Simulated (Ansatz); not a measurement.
# Run report: GaSb, geometry relaxation

The run: geometry relaxation of GaSb (Fm-3m, 2 atoms in the cell). Method and program: DFT, r2SCAN, plane waves, PAW, no spin polarisation (Ansatz 0.2.0).

The structure was built on a prototype by a generator. The geometry comes from this level: PBE. Figures and captions count atoms from 1; the log counts them from 0 in places.

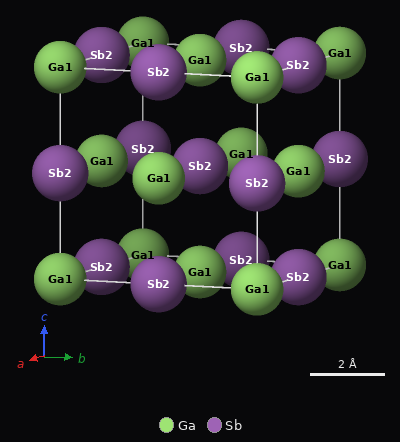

Figure 1. The starting structure (spheres-only view of the cell 4 times as large as that of the calculation, set on its symmetry axes, seen slightly off an axis; atoms are numbered from 1 in the order of the input). An atom can appear more than once, as a periodic image.

## Input file
```yaml
crystal:
  lattice:
    - [0.0, 2.9025052392, 2.9025052392]
    - [2.9025052392, 0.0, 2.9025052392]
    - [2.9025052392, 2.9025052392, 0.0]
  atoms:
    - { symbol: Ga, position: [0.0, 0.0, 0.0] }
    - { symbol: Sb, position: [0.5, 0.5, 0.5] }
kpoints:
  mp_grid: { grid: [8, 8, 8] }
hamiltonian:
  xc: r2scan
scf:
  occupations: { method: fermi_dirac, width: 0.02 }
relax:
  f_tol: 0.005
  cell: {}
```

Run on 2 threads of Arm Neoverse V1, 24 GiB of memory available, shared host.

Command:
```bash
ansatz run input.yaml --threads 2 --pin off --max-ram 2211MiB --backend cpu --events-out ev --progress --plain --runs-dir out
```

## What the program printed
```
Engine: ansatz 0.2.0, aarch64-unknown-linux-gnu
Pseudopotentials: kind: paw
Pseudopotential: Ga, paw, valence charge 13, recommended cutoff 500 eV (meta_gga), Ga.paw.azcp
Pseudopotential: Sb, paw, valence charge 15, recommended cutoff 500 eV (meta_gga), Sb.paw.azcp
Functional definition: r2SCAN
  parameter k0 = 0.174
  parameter k1 = 0.065
  parameter a1 = 4.9479
  exchange = r2scan_x(k0 = k0, k1 = k1, a1 = a1)
  correlation = r2scan_c
Crystal: 2 atoms, lattice volume = 48.905 Å³
Basis set: ecut = 500 eV, 1243 PW (Γ), exchange–correlation on 120×120×120 points (64 copies of the dense FFT grid, shifted against one another)
Bands: 18, of which v1, the nominal top of the filled ones, is band 14 counted from 1 (13 counted from 0)
Symmetry: 48 space group operations
Space group: Fm-3m (ITA 225), of the structure as read, at distance tolerance 3.7e-5 Å
k-points: 29 of 512
Non-local potential: Ga, projectors of the file, l = 0: 2, l = 1: 2, l = 2: 3, l = 3: 1
Non-local potential: Sb, projectors of the file, l = 0: 2, l = 1: 2, l = 2: 2, l = 3: 2
PAW form: soft (Blöchl's): semilocal exchange-correlation on the pseudo side does not see the compensation charge
PAW frozen core: Ga, regenerated for the run's functional (the file was generated under x = pbe(κ = 0.804, μ = 0.2195149727645171), c = pbe(β = 0.06672455060314922))
PAW frozen core: Sb, regenerated for the run's functional (the file was generated under x = pbe(κ = 0.804, μ = 0.2195149727645171), c = pbe(β = 0.06672455060314922))
PAW one-centre angular grid: Ga, 590 points (default); XC on 160 Gauss nodes
PAW one-centre angular grid: Sb, 590 points (default); XC on 160 Gauss nodes
Initial density: superposition of atomic densities (neutral atoms: chi_scale 0, normalization atom), corrected by the library's trained network
Initial wavefunctions: pseudopotential atomic-orbital guess
Functional: x = r2scan, c = r2scan; τ floored in thin density (d = 2e-4 eV/Å³)
SCF iter   1: F=—  HF=-10289.273874 eV  |F-HF|=—  |Δ(HF+E_count)|=         —  Δρ=6.85e-3  dr2=9.86e-3  dr2_τ=9.89e-4  ethr=1.77e-3  ⟨swp⟩=6.1  Hψ=2715  notcnv=0
preconditioner: auto → none  [insulator: Δε(μ)=0.175 eV  Ē_g=15.357 eV  σ=0.020 eV  W_gap=0.70  n_scr=14 (ndim 8)  ℏωp=22.5 eV  f_vac=0.000  D(μ)=0.64/eV (n_scr^D=0)  ε∞_Penn≈3.2]
SCF iter   2: F=—  HF=-10289.286384 eV  |F-HF|=—  |Δ(HF+E_count)|=   1.25e-2  Δρ=1.78e-3  dr2=1.07e-3  dr2_τ=3.06e-5  ethr=3.52e-5  ⟨swp⟩=3.0  Hψ=1197  notcnv=0  defer=4
SCF iter   3: F=—  HF=-10289.286157 eV  |F-HF|=—  |Δ(HF+E_count)|=   2.27e-4  Δρ=1.35e-3  dr2=2.64e-4  dr2_τ=7.36e-6  ethr=3.81e-6  ⟨swp⟩=2.0  Hψ=878  notcnv=0  defer=4
SCF iter   4: F=—  HF=-10289.286359 eV  |F-HF|=—  |Δ(HF+E_count)|=   2.02e-4  Δρ=2.64e-4  dr2=1.16e-5  dr2_τ=8.85e-7  ethr=9.44e-7  ⟨swp⟩=2.6  Hψ=816  notcnv=0  defer=4
SCF iter   5: F=—  HF=-10289.286361 eV  |F-HF|=—  |Δ(HF+E_count)|=   2.31e-6  Δρ=3.08e-5  dr2=4.74e-7  dr2_τ=1.01e-8  ethr=4.14e-8  ⟨swp⟩=2.0  Hψ=918  notcnv=0  defer=4
SCF iter   6: F=—  HF=-10289.286361 eV  |F-HF|=—  |Δ(HF+E_count)|=   1.33e-7  Δρ=1.55e-5  dr2=1.11e-7  dr2_τ=1.73e-9  ethr=3.57e-10  ⟨swp⟩=4.4  Hψ=1637  notcnv=0
SCF iter   7: F=-10289.286361 eV  HF=-10289.286361 eV  |F-HF|=2.99e-9  |Δ(HF+E_count)|=   8.16e-8  Δρ=2.75e-6  dr2=3.95e-9  dr2_τ=6.42e-11  ethr=3.57e-10  ⟨swp⟩=4.3  Hψ=1601  notcnv=0
SCF 1 converged in 7 iterations: F = -10289.286361 eV  dr2 = 3.95e-9
  greatest PAW one-centre occupation: 0.994 electrons in one spin orbital (limit 2), on the Ga atom at site 0 (counted from 0), in its partial waves of l = 2
relax step   1: F+E_penalty+E_count = -10289.28636131 eV  Δ(F+E_penalty+E_count) = +0.000e0 eV  max|allowed force component| = 4.257e-29 eV/Å  Δτ_max = 0.0000 Å  P = -1.809 GPa  Ω = 48.905 Å³  (7 SCF iters, dr2 threshold 1.00e-7 eV, accepted)
Crystal: 2 atoms, lattice volume = 46.567 Å³
Initial density: handed on by an earlier stage of this run
Initial wavefunctions: those handed on with the density
iter 1 solved again at ethr=3.00e-6 eV; its pass at ethr=3.10e-3 eV (dr2=8.40e-4 eV) is discarded
SCF iter   1: F=—  HF=-10289.263626 eV  |F-HF|=—  |Δ(HF+E_count)|=         —  Δρ=1.12e-3  dr2=8.87e-4  dr2_τ=9.39e-3  ethr=3.00e-6  ⟨swp⟩=2.1  Hψ=3174  notcnv=0
automatic band count: iteration 1 solves 17 bands in place of 18: the levels show a gap, and the empty bands left out lie too high to hold charge; the band table lists the bands solved (type scf.n_extra_bands for more)
preconditioner: auto → none  [insulator: Δε(μ)=0.152 eV  Ē_g=14.603 eV  σ=0.020 eV  W_gap=0.84  n_scr=14 (ndim 8)  ℏωp=23.1 eV  f_vac=0.000  D(μ)=0.68/eV (n_scr^D=0)  ε∞_Penn≈3.5]
SCF iter   2: F=—  HF=-10289.292042 eV  |F-HF|=—  |Δ(HF+E_count)|=   2.84e-2  Δρ=8.06e-4  dr2=2.69e-4  dr2_τ=4.40e-6  ethr=3.00e-6  ⟨swp⟩=2.9  Hψ=1100  notcnv=0
SCF iter   3: F=—  HF=-10289.292072 eV  |F-HF|=—  |Δ(HF+E_count)|=   2.99e-5  Δρ=4.97e-4  dr2=7.13e-5  dr2_τ=1.03e-6  ethr=9.62e-7  ⟨swp⟩=2.0  Hψ=745  notcnv=0
SCF iter   4: F=—  HF=-10289.292119 eV  |F-HF|=—  |Δ(HF+E_count)|=   4.68e-5  Δρ=1.67e-4  dr2=5.55e-6  dr2_τ=2.95e-7  ethr=2.55e-7  ⟨swp⟩=2.0  Hψ=748  notcnv=0
SCF iter   5: F=—  HF=-10289.292113 eV  |F-HF|=—  |Δ(HF+E_count)|=   5.31e-6  Δρ=4.41e-5  dr2=1.02e-6  dr2_τ=1.62e-8  ethr=1.98e-8  ⟨swp⟩=2.0  Hψ=729  notcnv=0
SCF iter   6: F=-10289.292113 eV  HF=-10289.292113 eV  |F-HF|=3.42e-8  |Δ(HF+E_count)|=   6.78e-8  Δρ=1.78e-5  dr2=1.51e-7  dr2_τ=1.19e-9  ethr=7.14e-10  ⟨swp⟩=4.9  Hψ=1719  notcnv=0
SCF 2 converged in 6 iterations: F = -10289.292113 eV  dr2 = 1.51e-7
  greatest PAW one-centre occupation: 0.993 electrons in one spin orbital (limit 2), on the Ga atom at site 0 (counted from 0), in its partial waves of l = 2
relax step   2: F+E_penalty+E_count = -10289.29211334 eV  Δ(F+E_penalty+E_count) = -5.752e-3 eV  max|allowed force component| = 2.347e-29 eV/Å  Δτ_max = 0.0000 Å  P = +1.223 GPa  Ω = 46.567 Å³  energy of the carried Pulay correction = +4.361e-4 eV  (6 SCF iters, dr2 threshold 2.00e-7 eV, accepted)
Crystal: 2 atoms, lattice volume = 47.483 Å³
iter 1 solved again at ethr=5.08e-7 eV; its pass at ethr=3.10e-3 eV (dr2=1.42e-4 eV) is discarded
SCF iter   1: F=—  HF=-10289.289653 eV  |F-HF|=—  |Δ(HF+E_count)|=         —  Δρ=4.71e-4  dr2=1.53e-4  dr2_τ=1.54e-3  ethr=5.08e-7  ⟨swp⟩=2.0  Hψ=3350  notcnv=0
automatic band count: iteration 1 solves 17 bands in place of 18: the levels show a gap, and the empty bands left out lie too high to hold charge; the band table lists the bands solved (type scf.n_extra_bands for more)
preconditioner: auto → none  [insulator: Δε(μ)=0.132 eV  Ē_g=14.487 eV  σ=0.020 eV  W_gap=0.74  n_scr=14 (ndim 8)  ℏωp=22.9 eV  f_vac=0.000  D(μ)=0.67/eV (n_scr^D=0)  ε∞_Penn≈3.5]
SCF iter   2: F=—  HF=-10289.295161 eV  |F-HF|=—  |Δ(HF+E_count)|=   5.51e-3  Δρ=3.26e-4  dr2=4.67e-5  dr2_τ=7.53e-7  ethr=5.08e-7  ⟨swp⟩=2.7  Hψ=1026  notcnv=0
SCF iter   3: F=—  HF=-10289.295165 eV  |F-HF|=—  |Δ(HF+E_count)|=   4.16e-6  Δρ=1.96e-4  dr2=1.15e-5  dr2_τ=1.55e-7  ethr=1.67e-7  ⟨swp⟩=2.0  Hψ=744  notcnv=0
SCF iter   4: F=—  HF=-10289.295173 eV  |F-HF|=—  |Δ(HF+E_count)|=   7.85e-6  Δρ=6.62e-5  dr2=9.01e-7  dr2_τ=4.85e-8  ethr=4.12e-8  ⟨swp⟩=2.0  Hψ=748  notcnv=0
SCF iter   5: F=-10289.295172 eV  HF=-10289.295172 eV  |F-HF|=5.61e-8  |Δ(HF+E_count)|=   8.76e-7  Δρ=1.59e-5  dr2=1.56e-7  dr2_τ=2.89e-9  ethr=7.14e-10  ⟨swp⟩=5.0  Hψ=1878  notcnv=0
SCF 3 converged in 5 iterations: F = -10289.295172 eV  dr2 = 1.56e-7
relax step   3: F+E_penalty+E_count = -10289.29517178 eV  Δ(F+E_penalty+E_count) = -3.058e-3 eV  max|allowed force component| = 6.426e-30 eV/Å  Δτ_max = 0.0000 Å  P = -0.068 GPa  Ω = 47.483 Å³  energy of the carried Pulay correction = +2.627e-4 eV  (5 SCF iters, dr2 threshold 2.00e-7 eV, accepted)
Crystal: 2 atoms, lattice volume = 47.434 Å³
iter 1 solved again at ethr=1.12e-9 eV; its pass at ethr=3.10e-3 eV (dr2=3.14e-7 eV) is discarded
SCF iter   1: F=—  HF=-10289.295176 eV  |F-HF|=—  |Δ(HF+E_count)|=         —  Δρ=2.45e-5  dr2=2.60e-7  dr2_τ=4.37e-6  ethr=1.12e-9  ⟨swp⟩=3.1  Hψ=3133  notcnv=0
automatic band count: iteration 1 solves 17 bands in place of 18: the levels show a gap, and the empty bands left out lie too high to hold charge; the band table lists the bands solved (type scf.n_extra_bands for more)
preconditioner: auto → none  [insulator: Δε(μ)=0.143 eV  Ē_g=14.501 eV  σ=0.020 eV  W_gap=0.78  n_scr=14 (ndim 8)  ℏωp=22.9 eV  f_vac=0.000  D(μ)=0.68/eV (n_scr^D=0)  ε∞_Penn≈3.5]
SCF iter   2: F=—  HF=-10289.295192 eV  |F-HF|=—  |Δ(HF+E_count)|=   1.60e-5  Δρ=2.25e-5  dr2=1.89e-7  dr2_τ=1.73e-9  ethr=9.27e-10  ⟨swp⟩=2.7  Hψ=945  notcnv=0
SCF iter   3: F=—  HF=-10289.295192 eV  |F-HF|=—  |Δ(HF+E_count)|=   6.03e-8  Δρ=9.48e-6  dr2=2.57e-8  dr2_τ=5.26e-10  ethr=6.74e-10  ⟨swp⟩=2.0  Hψ=700  notcnv=0
SCF iter   4: F=-10289.295192 eV  HF=-10289.295192 eV  |F-HF|=6.97e-9  |Δ(HF+E_count)|=   9.81e-9  Δρ=4.71e-6  dr2=4.47e-9  dr2_τ=1.39e-10  ethr=4.07e-11  ⟨swp⟩=4.9  Hψ=1832  notcnv=0
SCF 4 converged in 4 iterations: F = -10289.295192 eV  dr2 = 4.47e-9
relax step   4: F+E_penalty+E_count = -10289.29519184 eV  Δ(F+E_penalty+E_count) = -2.006e-5 eV  max|allowed force component| = 1.709e-29 eV/Å  Δτ_max = 0.0000 Å  P = -0.003 GPa  Ω = 47.434 Å³  energy of the carried Pulay correction = +2.719e-4 eV  (4 SCF iters, dr2 threshold 1.14e-8 eV, accepted)
Initial wavefunctions: pseudopotential atomic-orbital guess (no wavefunctions were taken with the density)
iter 1 solved again at ethr=1.65e-7 eV; its pass at ethr=3.10e-3 eV (dr2=4.63e-5 eV) is discarded
SCF iter   1: F=—  HF=-10289.294951 eV  |F-HF|=—  |Δ(HF+E_count)|=         —  Δρ=3.37e-5  dr2=1.96e-7  dr2_τ=1.10e-7  ethr=1.65e-7  ⟨swp⟩=3.2  Hψ=4010  notcnv=0
preconditioner: auto → none  [insulator: Δε(μ)=0.143 eV  Ē_g=15.369 eV  σ=0.020 eV  W_gap=0.78  n_scr=14 (ndim 8)  ℏωp=22.9 eV  f_vac=0.000  D(μ)=0.68/eV (n_scr^D=0)  ε∞_Penn≈3.2]
SCF iter   2: F=—  HF=-10289.294958 eV  |F-HF|=—  |Δ(HF+E_count)|=   6.93e-6  Δρ=1.89e-5  dr2=6.79e-8  dr2_τ=2.77e-9  ethr=7.00e-10  ⟨swp⟩=2.2  Hψ=835  notcnv=0
SCF iter   3: F=—  HF=-10289.294958 eV  |F-HF|=—  |Δ(HF+E_count)|=   4.03e-8  Δρ=3.35e-6  dr2=9.60e-9  dr2_τ=1.18e-10  ethr=2.42e-10  ⟨swp⟩=2.0  Hψ=777  notcnv=0
SCF iter   4: F=—  HF=-10289.294958 eV  |F-HF|=—  |Δ(HF+E_count)|=   7.16e-9  Δρ=1.51e-6  dr2=4.86e-10  dr2_τ=1.25e-11  ethr=3.43e-11  ⟨swp⟩=2.0  Hψ=774  notcnv=0
SCF iter   5: F=—  HF=-10289.294958 eV  |F-HF|=—  |Δ(HF+E_count)|=  2.86e-10  Δρ=8.60e-7  dr2=2.15e-10  dr2_τ=1.97e-12  ethr=1.74e-12  ⟨swp⟩=2.0  Hψ=778  notcnv=0
SCF iter   6: F=-10289.294958 eV  HF=-10289.294958 eV  |F-HF|=5.46e-12  |Δ(HF+E_count)|=  3.64e-12  Δρ=1.87e-7  dr2=1.07e-11  dr2_τ=1.65e-13  ethr=1.00e-12  ⟨swp⟩=4.9  Hψ=2334  notcnv=0
SCF 5 converged in 6 iterations: F = -10289.294958 eV  dr2 = 1.07e-11
relax step   5: F+E_penalty+E_count = -10289.29495761 eV  Δ(F+E_penalty+E_count) = +2.342e-4 eV  max|allowed force component| = 3.254e-29 eV/Å  Δτ_max = 0.0000 Å  P = -0.009 GPa  Ω = 47.434 Å³  stress off target by 8.56e-3 GPa  SCF on the basis re-selected at this cell (its energy is not comparable with the rows above)  (6 SCF iters)
```

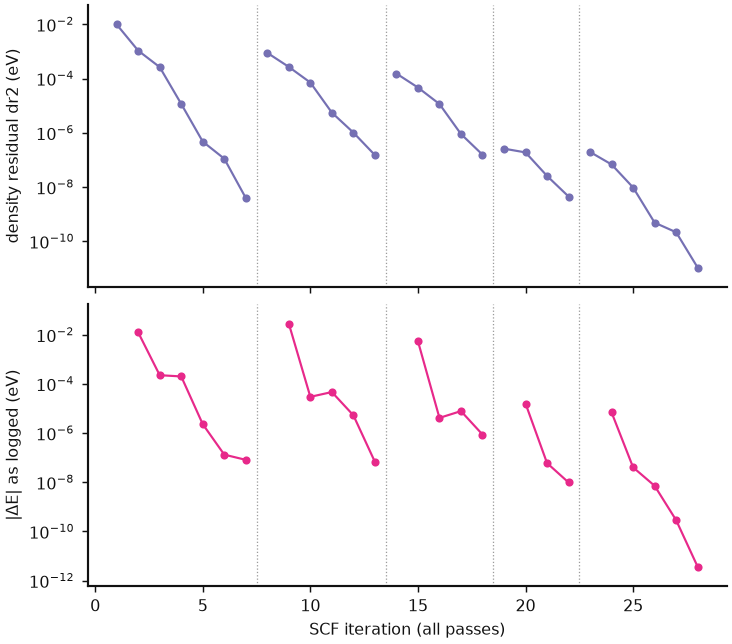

Figure 2. Convergence of the self-consistent field: density residual dr2 and size of the energy change against the SCF iteration. The dotted lines part the SCF passes of the relaxation: geometry steps, rejected trials and re-solves on a re-selected basis. The 5 passes take 4 to 7 iterations each, 28 in all.

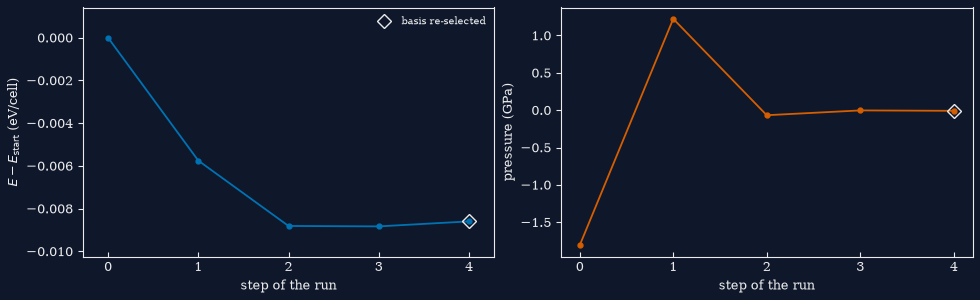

Figure 3. Progress of the relaxation, step by step (the first geometry is step 0 here and step 1 in the log).

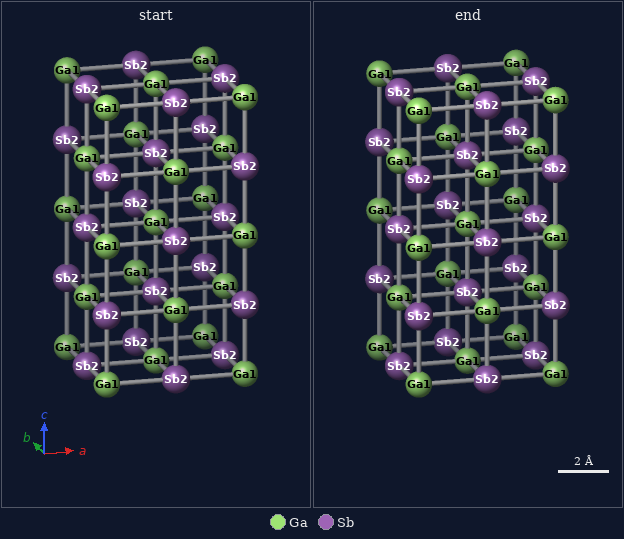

Figure 4. Before (left) and after (right) the relaxation, at one scale (ball-and-stick view of the cell 4 times as large as that of the calculation, set on its symmetry axes, repeated 1 × 1 × 2, seen slightly off an axis). No atom moves by more than 0.005 Å relative to the cell. Cell: a = b = c 5.805 → 5.746 Å (−1.0 %). Volume −3.0 %. Among the contacts that change: Ga1–Sb2 2.903 → 2.873 Å. The space group stays Fm-3m (No. 225). The energy falls by 8.8 meV per cell of the calculation in 3 geometry steps. All forces vanish by symmetry, so only the cell relaxes. The pressure goes from −1.81 to −0.01 GPa. A last SCF at the same geometry on a re-selected plane-wave basis shifts the energy by +0.2 meV per cell of the calculation. (Atoms are counted from 1 in the order of the input.)

```
basis re-selected at this cell: Δ(F+E_penalty+E_count) = +2.342e-4 eV, ΔP = -0.005 GPa vs the last step (what re-selecting the basis moved, of the pressure what is left beyond the Pulay correction that the steps carried, after the strain that the cell walked since its last selection, with what the two solves' SCF thresholds leave and, on support functions, any second-order correction that the steps lacked; it is no measure of the basis error at this ecutwfc). This SCF's stress stands 8.56e-3 GPa from its target on what of the cell is left free (relax.cell.stress_tol is 5.00e-2 GPa) and its largest allowed force component is 3.25e-29 eV/Å (relax.f_tol is 5.00e-3 eV/Å): within both
SCF converged after 6 iterations
Free energy (F): -10289.294958 eV
Harris-Foulkes:  -10289.294958 eV  (|F-HF|=5.46e-12)
Internal energy: -10289.294028 eV  (E = F + TS)
E sigma→0 (E₀):  -10289.294493 eV
Entropy (-TS):   -0.000929 eV (-0.465 meV/atom)
Fermi energy:    9.795427 eV
--- Per-component energies (eV) ---
  E_band       = -212.042042
  E_kinetic    = 320.826011
  E_local      = -3377.148576  (includes V_loc(G=0)·N_el)
  E_nonlocal   = 788.285949
  E_hartree    = 1568.182907
  E_xc         = -189.578270
  E_vxc        = -162.218871  (∫ρ·V_xc dr)
  E_paw        = -6603.813201  (= ΣΔE_a)
  E_vpaw       = -928.310539  (= ΣTr[D̂ρ^β])
  E_aug_tail   = -0.000044  (compensation charges beyond the density's cutoff)
  E_vtau       = 10.158251  (kinetic-family band-sum trace: ∫τ·v_τ [+ j·A + Jᵃ·Aᵃ] dr)
  E_ewald      = -2795.901771
  E_core_change = -0.147033  (= ΣΔE_core)
  E_smearing   = -0.000929  (= −TS)
  E_closure    = -0.000000  (closes the sum)
  Σ components = -10289.294958   (vs F -10289.294958, Δ=0.00e0)
--- Forces (eV/Å), atoms counted from 1 ---
  atom   1  Ga    -0.00000000    -0.00000000     0.00000000
  atom   2  Sb     0.00000000    -0.00000000     0.00000000
  max |Σ_I F_I| component: 6.53e-29 eV/Å
--- Stress (GPa, compression-positive) ---
       -0.008561      -0.000000      -0.000000
       -0.000000      -0.008561      -0.000000
       -0.000000      -0.000000      -0.008561
  P = ⅓ Tr σ = -0.0086 GPa (-0.086 kbar)
--- Relaxed structure (4 steps of the walk, 4 accepted, 1 SCFs on fresh bases) ---
  F+E_penalty+E_count = -10289.29495761 eV   max|allowed force component| = 3.254e-29 eV/Å   (the final SCF, on the basis selected at the relaxed cell)
  cell:  # Å, volume = 47.4341 Å³
    - [-9.075516502221896e-34, 2.873117949611643, 2.873117949611643]
    - [2.873117949611643, -1.3996350052860072e-33, 2.873117949611643]
    - [2.873117949611643, 2.873117949611643, -4.983295838302624e-34]
  atoms:
    - { symbol: Ga, position: [3.455940403391439e-36, -5.875098685732255e-36, -3.110346363086493e-36] }
    - { symbol: Sb, position: [0.5, 0.5, 0.5] }
```

## Trajectory as extended XYZ (Å, eV, eV/Å), 5 frames, from step=1 to step=5
```
2
Lattice="0.0000 2.9025 2.9025 2.9025 0.0000 2.9025 2.9025 2.9025 0.0000" Properties=species:S:1:pos:R:3:forces:R:3 step=1 energy=-10289.28636 pressure_GPa=-1.81
Ga    0.0000    0.0000    0.0000    0.0000   0.0000   0.0000
Sb    2.9025    2.9025    2.9025    0.0000   0.0000   0.0000
2
Lattice="0.0000 2.8555 2.8555 2.8555 0.0000 2.8555 2.8555 2.8555 0.0000" Properties=species:S:1:pos:R:3:forces:R:3 step=2 energy=-10289.29211 pressure_GPa=1.22
Ga    0.0000    0.0000    0.0000    0.0000   0.0000   0.0000
Sb    2.8555    2.8555    2.8555    0.0000   0.0000   0.0000
2
Lattice="0.0000 2.8741 2.8741 2.8741 0.0000 2.8741 2.8741 2.8741 0.0000" Properties=species:S:1:pos:R:3:forces:R:3 step=3 energy=-10289.29517 pressure_GPa=-0.07
Ga    0.0000    0.0000    0.0000    0.0000   0.0000   0.0000
Sb    2.8741    2.8741    2.8741    0.0000   0.0000   0.0000
2
Lattice="0.0000 2.8731 2.8731 2.8731 0.0000 2.8731 2.8731 2.8731 0.0000" Properties=species:S:1:pos:R:3:forces:R:3 step=4 energy=-10289.29519 pressure_GPa=-0.00
Ga    0.0000    0.0000    0.0000    0.0000   0.0000   0.0000
Sb    2.8731    2.8731    2.8731    0.0000   0.0000   0.0000
2
Lattice="0.0000 2.8731 2.8731 2.8731 0.0000 2.8731 2.8731 2.8731 0.0000" Properties=species:S:1:pos:R:3:forces:R:3 step=5 energy=-10289.29496 pressure_GPa=-0.01
Ga    0.0000    0.0000    0.0000    0.0000   0.0000   0.0000
Sb    2.8731    2.8731    2.8731    0.0000   0.0000   0.0000
```

## Summary

| quantity | value |
| --- | --- |
| outcome | converged |
| space group (tolerance 0.01 Å) | Fm-3m (225) |
| electrons treated | 28 |
| free energy | −10289.2950 eV |
| Fermi energy | 9.795 eV |
| pressure | −0.01 GPa |
| final volume | 47.43 Å³ |
| largest force (length of the vector) at the end | under 0.001 eV/Å |
| final cell | a = 4.063 Å, b = 4.063 Å, c = 4.063 Å, α = 60.00°, β = 60.00°, γ = 60.00° |
| wall time | 12 s (CPU time 22 s) |
| peak memory | 0.45 GiB |
